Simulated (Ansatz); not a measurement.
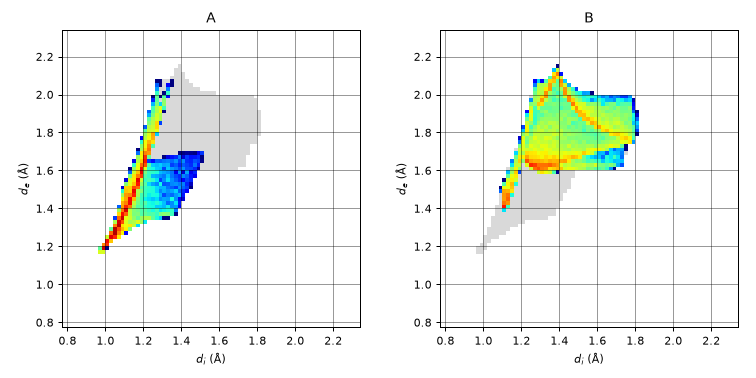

Fingerprint plots of the Hirshfeld surface computed for one SiO4 unit (covalently bonded non-metal atoms) in ZrSiO₄ (I4_1/amd), each panel colouring one kind of contact over the whole plot in grey. The kinds are O···O, O···Zr, in shuffled order.

The surface is where the fragment's share of the procrystal density (the sum of the densities of spherically averaged neutral Hartree-Fock atoms) equals one half. d_i and d_e are the distances from the surface to the nearest nucleus inside and outside. From Rb on the atoms have core potentials, so only their outer electrons count.

Source of the atomic positions: the end point of a relaxation with Ansatz 0.2.0, DFT, PAW plane waves, pbe.

```cif
data_structure
_symmetry_space_group_name_H-M 'I4_1/amd:1'
_symmetry_Int_Tables_number 141
_cell_length_a 6.6711
_cell_length_b 6.6711
_cell_length_c 6.0391
_cell_angle_alpha 90.000
_cell_angle_beta 90.000
_cell_angle_gamma 90.000
_cell_volume 268.76
loop_
_atom_site_label
_atom_site_type_symbol
_atom_site_symmetry_multiplicity
_atom_site_Wyckoff_symbol
_atom_site_fract_x
_atom_site_fract_y
_atom_site_fract_z
_atom_site_occupancy
Zr1 Zr 4 a 0.50000 0.00000 0.75000 1
Si1 Si 4 b 0.00000 0.50000 0.75000 1
O1 O 16 h 0.50000 0.31618 0.81982 1
```

### Which panel shows which contact, and what share of the surface does each take?

A: O···Zr, 37 % of the area, smallest d_i + d_e about 2.2 Å. B: O···O, 60 % of the area, smallest d_i + d_e about 2.5 Å.

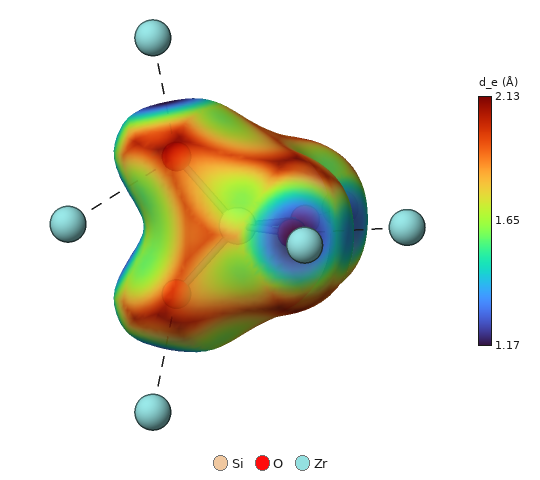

Hirshfeld surface computed for one SiO4 unit (covalently bonded non-metal atoms) in ZrSiO$_{4}$ (I4_1/amd, No. 141), coloured by d_e. Dashed lines lead to the closest neighbours outside.
